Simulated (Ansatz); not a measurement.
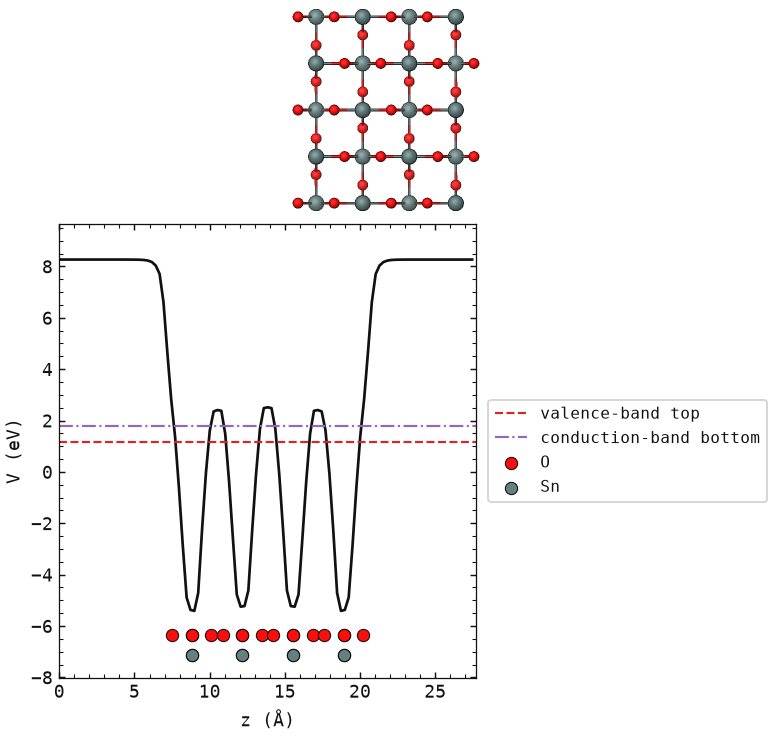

Plane-averaged electrostatic potential energy of an electron across the slab; circles at the bottom mark the heights of the atoms. The structure is drawn too.

Structure: a (110) slab cut from SnO₂ (P4_2/mnm), unrelaxed, ended by O planes, 24 atoms in the cell.

Level of theory: DFT r2SCAN, scalar-relativistic, plane waves, PAW, no spin polarisation, 8×4×1 k mesh, 500 eV cutoff, Gaussian smearing of 0.05 eV; code Ansatz 0.2.0.

**What are the ionisation potential and the electron affinity of the slab?**

From the vacuum level at the right face the ionisation potential is 7.12 eV and the electron affinity 6.48 eV; the left face gives the same. The slab's gap, their difference before rounding, is 0.64 eV. The two vacuum levels agree, so the slab has no net dipole along its normal.

**How thick are slab and vacuum?**

The outermost atoms are 12.7 Å apart, which leaves 15.0 Å of vacuum in a cell 27.7 Å high.

The atoms aren't at rest in this cell (largest force 2.8 eV/Å), so the relaxed material can differ.
